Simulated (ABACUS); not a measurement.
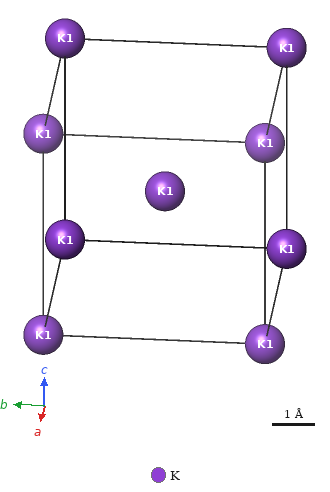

Fig. 1: The input geometry (ball-and-stick view of the cell 2 times as large as that of the calculation, set on its symmetry axes, seen at an oblique angle; atoms are numbered from 1 in the order of the input).

Run report: K, band-structure run

K (Im-3m, 1 atom in the cell), computed with Kohn-Sham DFT of a periodic cell, PBE, SPMS ONCV 1.0 PBE, no spin polarisation (ABACUS 3.10.1).

The structure derives from a Materials Project entry. It belongs to a series of runs on one base structure; here: bands on the converged density.

### Input file
```
INPUT_PARAMETERS
suffix              K
calculation         nscf
basis_type          pw
pseudo_dir          ./
symmetry            -1
dft_functional      pbe
ecutwfc             74.0
pseudo_rcut         10
nspin               1
nbands              15
ks_solver           dav
smearing_method     fd
smearing_sigma      0.00367493
scf_thr             1e-08
scf_nmax            100
mixing_type         broyden
mixing_beta         0.7
init_chg            file
pw_diag_thr         1e-07
out_band            1
kpar                4
```

### File STRU
```
ATOMIC_SPECIES
K 39.0983 19_K_9_2.2_2.7_pbe_n_v1.0.upf

LATTICE_CONSTANT
1.8897261246

LATTICE_VECTORS
-2.6975585150 2.6975585150 2.6975585150
2.6975585150 -2.6975585150 2.6975585150
2.6975585150 2.6975585150 -2.6975585150

ATOMIC_POSITIONS
Direct

K
0.0
1
0.0000000000 0.0000000000 0.0000000000 1 1 1
```

### File KPT
```
K_POINTS
8
Line
0.00000000 0.00000000 0.00000000 10 // G
0.50000000 -0.50000000 0.50000000 10 // H
0.00000000 0.00000000 0.50000000 10 // N
0.00000000 0.00000000 0.00000000 10 // G
0.25000000 0.25000000 0.25000000 10 // P
0.50000000 -0.50000000 0.50000000 1 // H
0.25000000 0.25000000 0.25000000 10 // P
0.00000000 0.00000000 0.50000000 1 // N
```

Machine: 4 threads of AMD EPYC (Zen 5), 16 GiB of memory available, shared host.

Launched with:
```bash
OMP_NUM_THREADS=1 mpirun -np 4 abacus > log
```

### What the program printed
```
ABACUS v3.10.1

               Atomic-orbital Based Ab-initio Computation at UStc

 ------------------------------------------------------------------------------------

 READING GENERAL INFORMATION
                           global_out_dir = OUT.K/
                           global_in_card = INPUT
                               pseudo_dir = ./
                              orbital_dir =
                                    DSIZE = 4
                                    GSIZE = 1

 READING UNITCELL INFORMATION
                                    ntype = 1
                  lattice constant (Bohr) = 1.88973
              lattice constant (Angstrom) = 1

 READING ATOM TYPE 1
                               atom label = K
                      L=0, number of zeta = 1
                      L=1, number of zeta = 1
                      L=2, number of zeta = 1
             number of atom for this type = 1

                        TOTAL ATOM NUMBER = 1
DIRECT COORDINATES
    atom                   x                   y                   z     mag                  vx                  vy                  vz
taud_K1            0.0000000000        0.0000000000        0.0000000000  0.0000        0.0000000000        0.0000000000        0.0000000000

                          Volume (Bohr^3) = 529.87
                             Volume (A^3) = 78.5185

 Lattice vectors: (Cartesian coordinate: in unit of a_0)
             -2.69756            +2.69756            +2.69756
             +2.69756            -2.69756            +2.69756
             +2.69756            +2.69756            -2.69756
 Reciprocal vectors: (Cartesian coordinate: in unit of 2 pi/a_0)
                   +0           +0.185353           +0.185353
            +0.185353                  +0           +0.185353
            +0.185353           +0.185353                  +0
 The esolver type has been set to : ksdft_pw

                PAO radial cut off (Bohr) = 10

 Read in pseudopotential file is 19_K_9_2.2_2.7_pbe_n_v1.0.upf
                     pseudopotential type = NC
          exchange-correlation functional = PBE
                 nonlocal core correction = 1
                        valence electrons = 9
                                     lmax = 2
                           number of zeta = 3
                     number of projectors = 6
                           L of projector = 0
                           L of projector = 0
                           L of projector = 1
                           L of projector = 1
                           L of projector = 2
                           L of projector = 2
     initial pseudo atomic orbital number = 5

 SETUP THE ELECTRONS NUMBER
             electron number of element K = 9
       total electron number of element K = 9
            AUTOSET number of electrons:  = 9
                           occupied bands = 5
                                   NBANDS = 15
                                   NLOCAL = 9

%%%%%%%%%%%%%%%%%%%%%%%%%%%%%%%%%%%%%%%%%%%%%%%%%%%%%%%%%%%%%%%%%%%%%%%%%%%%%%%%%%%%%%%%%%%%%%%%%%%%%%%%%%
 Warning: the number of valence electrons in pseudopotential > 1 for K: [Ar] 4s1
 Pseudopotentials with additional electrons can yield (more) accurate outcomes, but may be less efficient.
 If you're confident that your chosen pseudopotential is appropriate, you can safely ignore this warning.
%%%%%%%%%%%%%%%%%%%%%%%%%%%%%%%%%%%%%%%%%%%%%%%%%%%%%%%%%%%%%%%%%%%%%%%%%%%%%%%%%%%%%%%%%%%%%%%%%%%%%%%%%%

 SETUP THE PLANE WAVE BASIS
 energy cutoff for charge/potential (unit:Ry) = 296
            fft grid for charge/potential = [ 50, 50, 50 ]
                        fft grid division = [ 1, 1, 1 ]
        big fft grid for charge/potential = [ 50, 50, 50 ]
                                     nbxx = 125000
                                     nrxx = 125000

 SETUP PLANE WAVES FOR CHARGE/POTENTIAL
                    number of plane waves = 45611
                         number of sticks = 1733

 PARALLEL PW FOR CHARGE/POTENTIAL
     PROC   COLUMNS(POT)             PW
        1           1733          45611
 --------------- sum -------------------
        1           1733          45611
                            number of |g| = 359
                                  max |g| = 26.7287
                                  min |g| = 0

----------- Double Check Mixing Parameters Begin ------------
mixing_type: broyden
mixing_beta: 0.7
mixing_gg0: 1
mixing_gg0_min: 0.1
mixing_ndim: 8
----------- Double Check Mixing Parameters End ------------

 SETUP K-POINTS
                                    nspin = 1
                                   nkstot = 62
K-POINTS DIRECT COORDINATES
 KPOINTS    DIRECT_X    DIRECT_Y    DIRECT_Z  WEIGHT
       1  0.00000000  0.00000000  0.00000000  1.0000
       2  0.05000000 -0.05000000  0.05000000  1.0000
       3  0.10000000 -0.10000000  0.10000000  1.0000
       4  0.15000000 -0.15000000  0.15000000  1.0000
       5  0.20000000 -0.20000000  0.20000000  1.0000
       6  0.25000000 -0.25000000  0.25000000  1.0000
       7  0.30000000 -0.30000000  0.30000000  1.0000
       8  0.35000000 -0.35000000  0.35000000  1.0000
       9  0.40000000 -0.40000000  0.40000000  1.0000
      10  0.45000000 -0.45000000  0.45000000  1.0000
      11  0.50000000 -0.50000000  0.50000000  1.0000
      12  0.45000000 -0.45000000  0.50000000  1.0000
      13  0.40000000 -0.40000000  0.50000000  1.0000
      14  0.35000000 -0.35000000  0.50000000  1.0000
      15  0.30000000 -0.30000000  0.50000000  1.0000
      16  0.25000000 -0.25000000  0.50000000  1.0000
      17  0.20000000 -0.20000000  0.50000000  1.0000
      18  0.15000000 -0.15000000  0.50000000  1.0000
      19  0.10000000 -0.10000000  0.50000000  1.0000
      20  0.05000000 -0.05000000  0.50000000  1.0000
      21  0.00000000  0.00000000  0.50000000  1.0000
      22  0.00000000  0.00000000  0.45000000  1.0000
      23  0.00000000  0.00000000  0.40000000  1.0000
      24  0.00000000  0.00000000  0.35000000  1.0000
      25  0.00000000  0.00000000  0.30000000  1.0000
      26  0.00000000  0.00000000  0.25000000  1.0000
      27  0.00000000  0.00000000  0.20000000  1.0000
      28  0.00000000  0.00000000  0.15000000  1.0000
      29  0.00000000  0.00000000  0.10000000  1.0000
      30  0.00000000  0.00000000  0.05000000  1.0000
[... 32 further k points ...]

           k-point number in this process = 16
       minimum distributed K point number = 15

[... K-POINTS CARTESIAN COORDINATES: 16 rows ...]

[... K-POINTS DIRECT COORDINATES: 16 rows ...]

 SETUP PLANE WAVES FOR WAVE FUNCTIONS
     energy cutoff for wavefunc (unit:Ry) = 74
              fft grid for wave functions = [ 50, 50, 50 ]
                    number of plane waves = 6963
                         number of sticks = 487

 PARALLEL PW FOR WAVE FUNCTIONS
     PROC   COLUMNS(POT)             PW
        1            487           6963
 --------------- sum -------------------
        1            487           6963

 SETUP NONLOCAL PSEUDOPOTENTIALS IN PLANE WAVE BASIS
 K non-local projectors:
 projector 1 L=0
 projector 2 L=0
 projector 3 L=1
 projector 4 L=1
 projector 5 L=2
 projector 6 L=2
      TOTAL NUMBER OF NONLOCAL PROJECTORS = 18

 Init Non-Local PseudoPotential table :
 Init Non-Local-Pseudopotential done.

                                     npwx = 5721

 Make real space PAO into reciprocal space.
       max mesh points in Pseudopotential = 1001
     dq(describe PAO in reciprocal space) = 0.01
                                    max q = 1037

 number of pseudo atomic orbitals for K is 3
WARNING: norm of atomic wavefunction # 3 of atomic type K is 0.990335, renormalized

 -------------------------------------------
 NONSELF-CONSISTENT
 -------------------------------------------
                                 init_chg = file
 try to read charge from file
 Read in the charge density: OUT.K//K-CHARGE-DENSITY.restart

 PW ALGORITHM --------------- ION=   1  ELEC=   1--------------------------------

 k(1/62) Iter steps (avg)=12 threshold=1e-07
 k(2/62) Iter steps (avg)=12 threshold=1e-07
 k(3/62) Iter steps (avg)=14 threshold=1e-07
 k(4/62) Iter steps (avg)=16 threshold=1e-07
 k(5/62) Iter steps (avg)=15 threshold=1e-07
 k(6/62) Iter steps (avg)=14 threshold=1e-07
 k(7/62) Iter steps (avg)=14 threshold=1e-07
 k(8/62) Iter steps (avg)=13 threshold=1e-07
 k(9/62) Iter steps (avg)=13 threshold=1e-07
 k(10/62) Iter steps (avg)=13 threshold=1e-07
 k(11/62) Iter steps (avg)=15 threshold=1e-07
 k(12/62) Iter steps (avg)=14 threshold=1e-07
 k(13/62) Iter steps (avg)=13 threshold=1e-07
 k(14/62) Iter steps (avg)=13 threshold=1e-07
 k(15/62) Iter steps (avg)=13 threshold=1e-07
 k(16/62) Iter steps (avg)=14 threshold=1e-07
[... levels at 16 k points of this process ...]

 Density error is 0.00000000000
                          Error Threshold = 1.00000000000e-07
----------------------------------------------------------
     Energy           Rydberg                 eV
----------------------------------------------------------
 E_KohnSham     -59.7478673894       -812.9114398446
 E_KS(sigma->0) -59.7474607278       -812.9059069291
 E_Harris       -59.7478673894       -812.9114398446
 E_band         -10.6668985597       -145.1306004001
 E_one_elec     -37.6914783693       -512.8188718661
 E_Hartree      19.3313006051        263.0158379805
 E_xc           -12.4737403918       -169.7139447006
 E_Ewald        -28.9131359102       -393.3833954275
 E_entropy(-TS) -0.0008133233        -0.0110658309
 E_descf        0.0000000000         0.0000000000
 E_exx          0.0000000000         0.0000000000
 E_Fermi        0.1544322696         2.1011588222
----------------------------------------------------------

 charge density convergence is achieved
 final etot is -812.91143984 eV
 EFERMI = 2.1011588222 eV

 STATE ENERGY(eV) AND OCCUPATIONS    NSPIN == 1
 1/16 kpoint (Cartesian) = 0.0000 0.0000 0.0000 (5721 pws)
       1       -30.6185      0.0322581
       2       -14.0737      0.0322581
       3       -14.0737      0.0322581
       4       -14.0737      0.0322581
       5      -0.509449      0.0322581
       6        5.77279    4.14201e-34
       7        5.77279    4.14201e-34
       8        5.77279    4.14200e-34
       9        6.63249    1.41239e-41
      10        6.63249    1.41239e-41
      11        9.24646    2.78837e-64
      12        9.24646    2.78837e-64
      13        9.24646    2.78835e-64
      14        11.0341    8.28844e-80
      15        11.0341    8.28842e-80

 2/16 kpoint (Cartesian) = 0.0000 0.018535 0.0000 (5654 pws)
       1       -30.6183      0.0322581
       2       -14.0754      0.0322581
       3       -14.0746      0.0322581
       4       -14.0746      0.0322581
       5      -0.450427      0.0322581
       6        5.70228    1.69720e-33
       7        5.70228    1.69719e-33
       8        5.80808    2.04498e-34
       9        6.42869    8.32062e-40
      10        6.68102    5.35138e-42
      11        9.39572    1.40877e-65
      12        9.39572    1.40876e-65
      13        9.40442    1.18384e-65
      14        10.4139    2.01968e-74
      15        10.9142    9.10876e-79

 3/16 kpoint (Cartesian) = 0.0000 0.037071 0.0000 (5662 pws)
       1       -30.6179      0.0322581
       2       -14.0801      0.0322581
       3       -14.0772      0.0322581
       4       -14.0772      0.0322581
       5      -0.274971      0.0322581
       6        5.52833    5.50280e-32
       7        5.52833    5.50280e-32
       8        5.91265    2.52594e-35
       9        5.95920    9.95654e-36
      10        6.81894    3.39260e-43
      11        9.41354    9.86442e-66
      12        9.72440    1.96772e-68
      13        9.78819    5.49491e-69
      14        9.78819    5.49476e-69
      15        10.6169    3.47894e-76

 4/16 kpoint (Cartesian) = 0.0000 0.055606 0.0000 (5670 pws)
       1       -30.6173      0.0322581
       2       -14.0869      0.0322581
       3       -14.0813      0.0322581
       4       -14.0813      0.0322581
       5      0.0121340      0.0322581
       6        5.32079    3.49326e-30
       7        5.32079    3.49326e-30
       8        5.41184    5.65504e-31
       9        6.08239    8.47363e-37
      10        7.00802    7.72933e-45
      11        8.45277    2.18379e-57
      12        10.0167    5.68473e-71
      13        10.0167    5.68468e-71
      14        10.0220    5.12024e-71
      15        10.5570    1.15430e-75

 5/16 kpoint (Cartesian) = 0.0000 0.074141 0.0000 (5670 pws)
       1       -30.6165      0.0322581
       2       -14.0943      0.0322581
       3       -14.0866      0.0322581
       4       -14.0866      0.0322581
       5       0.402926      0.0322581
       6        4.87923    2.39097e-26
       7        5.13130    1.54570e-28
       8        5.13130    1.54569e-28
       9        6.30976    8.97895e-39
      10        7.01543    6.66466e-45
      11        7.81778    7.15602e-52
      12        9.60764    2.03320e-67
      13        9.60764    2.03320e-67
      14        10.2527    5.07645e-73
      15        11.2071    2.60490e-81

 6/16 kpoint (Cartesian) = 0.0000 0.092676 0.0000 (5690 pws)
       1       -30.6157      0.0322581
       2       -14.1010      0.0322581
       3       -14.0925      0.0322581
       4       -14.0925      0.0322581
       5       0.885748      0.0322581
       6        4.40147    3.37594e-22
       7        4.98623    2.81320e-27
       8        4.98623    2.81320e-27
       9        6.44855    5.59286e-40
      10        6.58258    3.83292e-41
      11        7.88278    1.95018e-52
      12        9.13539    2.57096e-63
      13        9.13539    2.57096e-63
      14        10.4313    1.42407e-74
      15        11.9874    4.34083e-88

[... levels at 10 further k points ...]

 --------------------------------------------
 !FINAL_ETOT_IS -812.9114398445968 eV
 --------------------------------------------

 Output bands in file: OUT.K/BANDS_1.dat
```

### Summary

| quantity | value |
| --- | --- |
| outcome | converged |
| space group (tolerance 0.01 Å) | Im-3m (229) |
| electrons treated | 9 |
| Fermi energy of the self-consistent step | 1.574 eV |
| wall time | 4.6 s (CPU time 18 s) |
| peak memory | 0.44 GiB |
